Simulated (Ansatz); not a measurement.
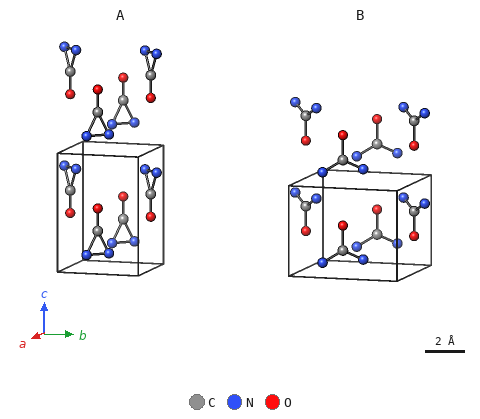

Two geometries of a crystal of CN2O (set up in P-42_1m), drawn at one scale. One is the start of a relaxation, the other its converged end. Style: ball-and-stick. Shown: the cell of the calculation, repeated 1 × 1 × 2 with one cell outlined, slightly off an axis.

Method: DFT PBE+D3(BJ), scalar-relativistic, plane waves, PAW in Ansatz 0.2.0. (plane-wave cutoff 420 eV; k-point mesh 6 × 6 × 8; occupations gaussian; smearing width 0.02 eV; collinear spin; cell and atoms relaxed; force threshold 0.005 eV/Å; at most 80 steps)

### Which one is relaxed?

Structure A is the relaxed one. After 53 accepted moves (67 points after the start) the energy has fallen by 988 meV per atom. The largest force component goes from 0.46 to 0.0013 eV/Å. Pressure: −0.98 GPa at the start and −0.01 GPa at the end. The line search rejected the trial steps at points 8, 10, 22, 29, 40, 52 of the run. The SCF was repeated 8 times at an unchanged geometry on a basis and grid sized afresh for the cell, which shifted the energy by 2.8 meV per atom at most. The largest moves relative to the cell, 0.30 Å, are those of C atoms. By element the largest moves are C 0.30 Å, N 0.29 Å, O 0.23 Å. The volume changes by −27.2 %, with a = b 5.935 → 4.416 Å (−25.6 %), c 4.778 → 6.280 Å (+31.4 %). Among the contacts that change: N–N 2.395 → 1.316 Å, C–O 1.316 → 1.198 Å, C–N 1.323 → 1.384 Å. New bonds form: N–N (2.39 → 1.32 Å). Among the angles between lasting bonds that change: N–C–N 129.6° → 56.8°, N–C–O 115.2° → 151.6°. The space group stays P-42_1m (No. 113). The program noted that the starting moments weren't kept. The run took 15 min on 4 threads of Arm Neoverse V2, with other jobs on the host, peak memory 0.71 GiB.
